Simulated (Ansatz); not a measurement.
**C: a changed input and its effect**

System: C (4 atoms in the cell).
Method of run A: DFT PBE, scalar-relativistic, plane waves, PAW, PAW set soft_1, no spin polarisation (Ansatz 0.2.0).

The structure derives from an entry of the Crystallography Open Database. Text and figures count atoms from 1; the logs count them from 0 in places.

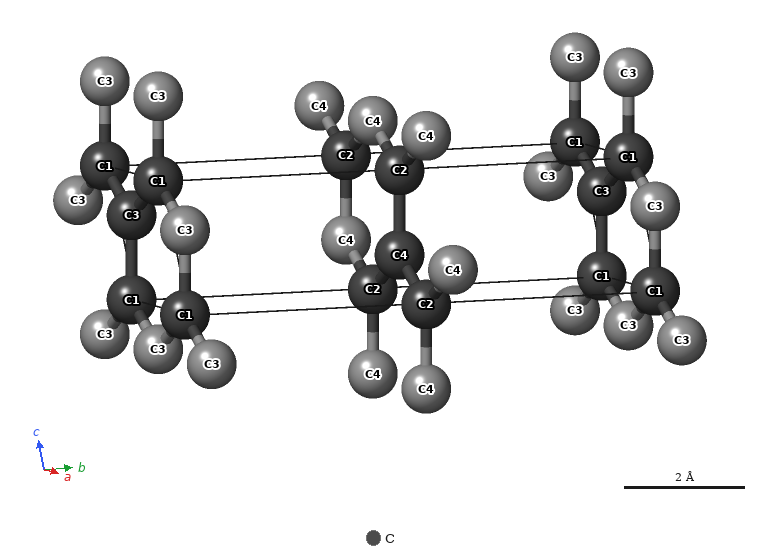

The structure as given in the input (ball-and-stick view of the cell of the calculation, set on other vectors, seen slightly off an axis; neighbours outside the cell are drawn fainter; atoms are numbered from 1 in the order of the input). An atom can appear more than once, as a periodic image. Near neighbours in the periodic cell (some may lie outside the picture): C has 3 C at 1.35 to 1.42 Å.

**Input, run A**
```yaml
crystal:
  lattice:
    - [2.2938665104, 0.0, 0.0]
    - [-1.1469332552, 2.1360716891, 0.0]
    - [0.0, 0.0, 8.5653080463]
  atoms:
    - { symbol: C, position: [-0.0576914494, 0.0, 0.0025] }
    - { symbol: C, position: [0.0576914494, 0.0, 0.5025] }
    - { symbol: C, position: [0.275640787, 0.6666666667, 0.0025] }
    - { symbol: C, position: [0.724359213, 0.3333333333, 0.5025] }
basis:
  ecutwfc: 520.0
kpoints:
  mp_grid: { grid: [18, 18, 6] }
hamiltonian:
  xc: pbe
  pseudopotentials: { kind: paw, azcp: { folder: soft_1 } }
scf:
  occupations: { method: gaussian, width: 0.15 }
output:
  forces: true
  stress: true
  eigenvalues: true
```

Command:
```bash
ansatz run input.yaml --threads 2 --pin off --max-ram 4096MiB --backend cpu --events-out ev --progress --plain --runs-dir out
```

Hardware: 2 threads of Arm Neoverse N1, 98 GiB of memory available, shared host.

**Output, shortened to warnings, some set-up lines, iterations and results (run A)**
```
Basis set: ecut = 520 eV, 1153 PW (Γ), exchange–correlation on 36×40×128 points (8 copies of the dense FFT grid, shifted against one another)
Symmetry: 4 space group operations
k-points: 656 of 1944
Initial density: superposition of atomic densities (chi_scale 0.1, normalization cell)
[...]
SCF iter   1: F=—  HF=-1006.309894 eV  |F-HF|=—  |Δ(HF+E_count)|=         —  Δρ=1.36e-1  dr2=7.14e0  ethr=3.10e-3  ⟨swp⟩=5.3  Hψ=47916  notcnv=0
SCF iter   2: F=—  HF=-1003.284355 eV  |F-HF|=—  |Δ(HF+E_count)|=    3.03e0  Δρ=4.62e-2  dr2=5.55e-1  ethr=3.10e-3  ⟨swp⟩=3.1  Hψ=23761  notcnv=0
SCF iter   3: F=—  HF=-1003.108877 eV  |F-HF|=—  |Δ(HF+E_count)|=   1.75e-1  Δρ=9.03e-3  dr2=1.06e-2  ethr=3.10e-3  ⟨swp⟩=3.0  Hψ=20377  notcnv=0
SCF iter   4: F=—  HF=-1003.111010 eV  |F-HF|=—  |Δ(HF+E_count)|=   2.13e-3  Δρ=5.67e-4  dr2=2.58e-4  ethr=6.65e-5  ⟨swp⟩=2.5  Hψ=13120  notcnv=0
SCF iter   5: F=—  HF=-1003.110904 eV  |F-HF|=—  |Δ(HF+E_count)|=   1.06e-4  Δρ=1.50e-4  dr2=8.80e-6  ethr=1.62e-6  ⟨swp⟩=2.2  Hψ=12991  notcnv=0
SCF iter   6: F=—  HF=-1003.110929 eV  |F-HF|=—  |Δ(HF+E_count)|=   2.48e-5  Δρ=7.15e-5  dr2=1.45e-6  ethr=5.50e-8  ⟨swp⟩=2.0  Hψ=13106  notcnv=0
SCF iter   7: F=-1003.110929 eV  HF=-1003.110929 eV  |F-HF|=4.47e-9  |Δ(HF+E_count)|=   5.10e-8  Δρ=1.63e-5  dr2=5.48e-8  ethr=6.25e-10  ⟨swp⟩=4.7  Hψ=49280  notcnv=0
SCF 1 converged in 7 iterations: F = -1003.110929 eV  dr2 = 5.48e-8
SCF converged after 7 iterations
Free energy (F): -1003.110929 eV
Harris-Foulkes:  -1003.110929 eV  (|F-HF|=4.47e-9)
Internal energy: -1003.110929 eV  (E = F + TS)
E sigma→0 (E₀):  -1003.110929 eV
Entropy (-TS):   -0.000000 eV (-0.000 meV/atom)
Fermi energy:    5.334130 eV
--- Per-component energies (eV) ---
  E_band       = -67.836155
  E_kinetic    = 367.184994
  E_local      = -942.534351  (includes V_loc(G=0)·N_el)
  E_nonlocal   = 96.464820
  E_hartree    = 339.746458
  E_xc         = -191.001812
  E_vxc        = -235.387085  (∫ρ·V_xc dr)
  E_paw        = -401.850311  (= ΣΔE_a)
  E_vpaw       = -33.057064  (= ΣTr[D̂ρ^β])
  E_aug_tail   = 0.000002  (compensation charges beyond the density's cutoff)
  E_ewald      = -271.120729
  E_smearing   = -0.000000  (= −TS)
  E_closure    = -0.000000  (closes the sum)
  Σ components = -1003.110929   (vs F -1003.110929, Δ=0.00e0)
--- Forces (eV/Å), atoms counted from 1 ---
  atom   1  C      0.00072021     1.37021418     0.00000000
  atom   2  C     -0.00072021    -1.37021418     0.00000000
  atom   3  C     -0.00012819    -1.37076379     0.00000000
  atom   4  C      0.00012819     1.37076379     0.00000000
  max |Σ_I F_I| component: 1.08e-19 eV/Å
--- Stress (GPa, compression-positive) ---
       73.402550      -0.000747       0.000000
       -0.000747      12.116502       0.000000
        0.000000       0.000000       0.034217
  P = ⅓ Tr σ = 28.5178 GPa (285.178 kbar)
```

For run B the input was changed thus:
```diff
+  dispersion: d3bj
+  n_extra_bands: 16
```

What does this change do to the results?

The total energies belong to different models, so their difference says nothing on which is more stable or more accurate. The pressure goes from 28.52 to 29.26 GPa. The number of SCF iterations is the same. On the same kind of shared host run B took about 1.5 times as long.

**Output, shortened to warnings, some set-up lines, iterations and results (run B)**
```
Basis set: ecut = 520 eV, 1153 PW (Γ), exchange–correlation on 36×40×128 points (8 copies of the dense FFT grid, shifted against one another)
Symmetry: 4 space group operations
k-points: 656 of 1944
Initial density: superposition of atomic densities (chi_scale 0.1, normalization cell)
[...]
SCF iter   1: F=—  HF=-1006.765267 eV  |F-HF|=—  |Δ(HF+E_count)|=         —  Δρ=1.36e-1  dr2=7.15e0  ethr=3.10e-3  ⟨swp⟩=6.0  Hψ=73558  notcnv=0  defer=3146
SCF iter   2: F=—  HF=-1003.737198 eV  |F-HF|=—  |Δ(HF+E_count)|=    3.03e0  Δρ=4.61e-2  dr2=5.50e-1  ethr=3.10e-3  ⟨swp⟩=2.8  Hψ=32259  notcnv=0  defer=6162
SCF iter   3: F=—  HF=-1003.563341 eV  |F-HF|=—  |Δ(HF+E_count)|=   1.74e-1  Δρ=9.05e-3  dr2=1.05e-2  ethr=3.10e-3  ⟨swp⟩=2.9  Hψ=26855  notcnv=0  defer=6186
SCF iter   4: F=—  HF=-1003.565715 eV  |F-HF|=—  |Δ(HF+E_count)|=   2.37e-3  Δρ=2.99e-4  dr2=7.54e-5  ethr=6.54e-5  ⟨swp⟩=1.9  Hψ=14462  notcnv=0  defer=6170
SCF iter   5: F=—  HF=-1003.565713 eV  |F-HF|=—  |Δ(HF+E_count)|=   2.17e-6  Δρ=1.11e-4  dr2=3.03e-6  ethr=4.71e-7  ⟨swp⟩=2.4  Hψ=15445  notcnv=0  defer=6170
SCF iter   6: F=—  HF=-1003.565714 eV  |F-HF|=—  |Δ(HF+E_count)|=   1.33e-6  Δρ=9.32e-5  dr2=2.94e-6  ethr=1.89e-8  ⟨swp⟩=2.0  Hψ=14809  notcnv=0  defer=6170
SCF iter   7: F=-1003.565713 eV  HF=-1003.565713 eV  |F-HF|=7.07e-9  |Δ(HF+E_count)|=   7.70e-7  Δρ=6.76e-6  dr2=9.11e-9  ethr=6.25e-10  ⟨swp⟩=9.4  Hψ=94907  notcnv=0
SCF 1 converged in 7 iterations: F = -1003.565713 eV  dr2 = 9.11e-9
SCF converged after 7 iterations
Free energy (F): -1003.565713 eV
Harris-Foulkes:  -1003.565713 eV  (|F-HF|=7.07e-9)
Internal energy: -1003.565713 eV  (E = F + TS)
E sigma→0 (E₀):  -1003.565713 eV
Entropy (-TS):   -0.000000 eV (-0.000 meV/atom)
Fermi energy:    5.334145 eV
--- Per-component energies (eV) ---
  E_band       = -67.836008
  E_kinetic    = 367.185377
  E_local      = -942.535366  (includes V_loc(G=0)·N_el)
  E_nonlocal   = 96.465110
  E_hartree    = 339.746955
  E_xc         = -191.001860
  E_vxc        = -235.387139  (∫ρ·V_xc dr)
  E_paw        = -401.850416  (= ΣΔE_a)
  E_vpaw       = -33.057182  (= ΣTr[D̂ρ^β])
  E_aug_tail   = 0.000002  (compensation charges beyond the density's cutoff)
  E_ewald      = -271.120729
  E_disp       = -0.454784  (pairwise vdW)
  E_smearing   = -0.000000  (= −TS)
  E_closure    = -0.000000  (closes the sum)
  Σ components = -1003.565713   (vs F -1003.565713, Δ=0.00e0)
--- Forces (eV/Å), atoms counted from 1 ---
  atom   1  C      0.00071925     1.36131058     0.00000000
  atom   2  C     -0.00071925    -1.36131058     0.00000000
  atom   3  C     -0.00012402    -1.36175942     0.00000000
  atom   4  C      0.00012402     1.36175942     0.00000000
  max |Σ_I F_I| component: 2.71e-20 eV/Å
--- Stress (GPa, compression-positive) ---
       76.106290      -0.000753       0.000000
       -0.000753      13.291001       0.000000
        0.000000       0.000000      -1.613138
  P = ⅓ Tr σ = 29.2614 GPa (292.614 kbar)
```

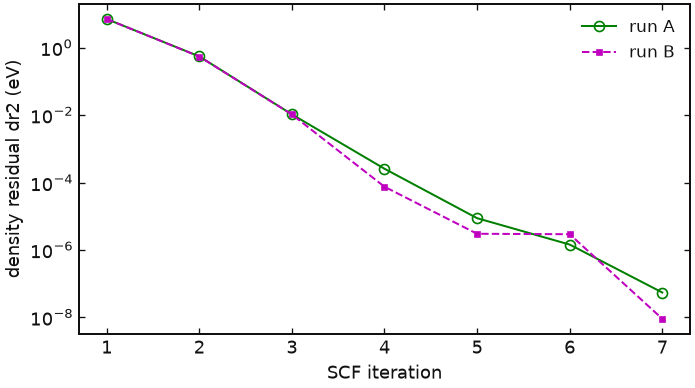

Convergence of the two runs: density residual dr2 against the SCF iteration. Run A takes 7 iterations in all, and run B takes 7.

**The two runs side by side**

```tsv
quantity	run A	run B
outcome	converged	converged
free energy per atom (eV)	−250.7777	−250.8914
gap on the mesh (eV)	0.88	0.88
pressure (GPa)	28.52	29.26
largest force (eV/Å)	1.371	1.362
SCF iterations	7	7
irreducible k-points	656	656
plane waves at Γ	1153	1153
wall time (shared host)	23 s	33 s
```
